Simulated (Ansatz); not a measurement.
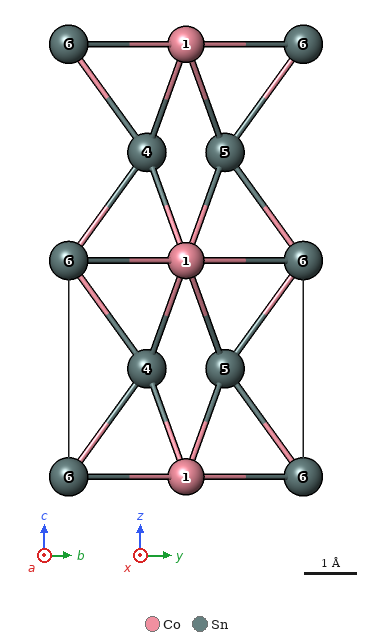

Energy scan for solid CoSn (P6/mmm), in which the ratio of the cell's length along z to its lengths across, counted as 1 for the reference, is changed at fixed volume (a c/a path), with the atoms kept at their fractional coordinates. x, y and z are the Cartesian axes of the input. The picture shows the reference cell. Style: ball-and-stick. Shown: the cell of the calculation, repeated 1 × 1 × 2 with one cell outlined, along the a axis.

Theory: DFT PBEsol, scalar-relativistic, plane waves, PAW in Ansatz 0.2.0. (plane-wave cutoff 420 eV; k-point mesh 12 × 12 × 12; occupations gaussian; smearing width 0.15 eV; no spin polarisation). Energies (free energies at the smearing named) are counted from the relaxed crystal.

```
CELL_PARAMETERS angstrom
5.21972 0.00000 0.00000
-2.60986 4.52041 0.00000
0.00000 0.00000 4.16847
ATOMIC_POSITIONS crystal
Co 0.00000 0.50000 0.00000
Co 0.50000 0.50000 0.00000
Co 0.50000 0.00000 0.00000
Sn 0.66667 0.33333 0.50000
Sn 0.33333 0.66667 0.50000
Sn 0.00000 0.00000 0.00000
```

**Give the energy at each point (the relative ratio: 0.80, 0.85, 0.92, 0.96, 1.00, 1.05, 1.10, 1.20, 1.30).**

```
axial ratio over its reference value  energy change (meV/atom)
                                0.80                       310
                                0.85                       179
                                0.92                        51
                                0.96                        13
                                1.00                         0
                                1.05                        16
                                1.10                        63
                                1.20                       226
                                1.30                       444
```

The lowest computed point lies at the relative ratio 1.00 (0 meV/atom). At the ends of the scan the energy is 310 meV/atom (0.80) and 444 meV/atom (1.30). The distortion keeps the space group P6/mmm. At the relative ratio 1.30 the cell of the drawing goes a 5.220 → 4.783 Å, b 5.220 → 4.783 Å, c 4.168 → 4.965 Å.

As a plot:

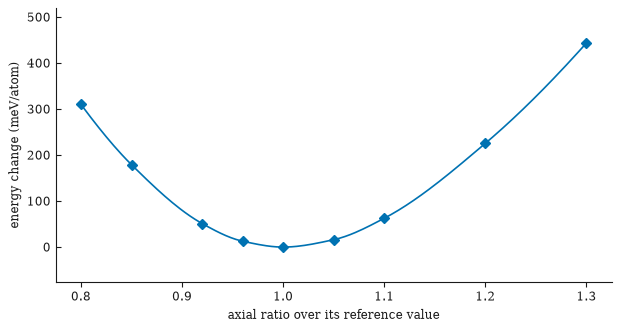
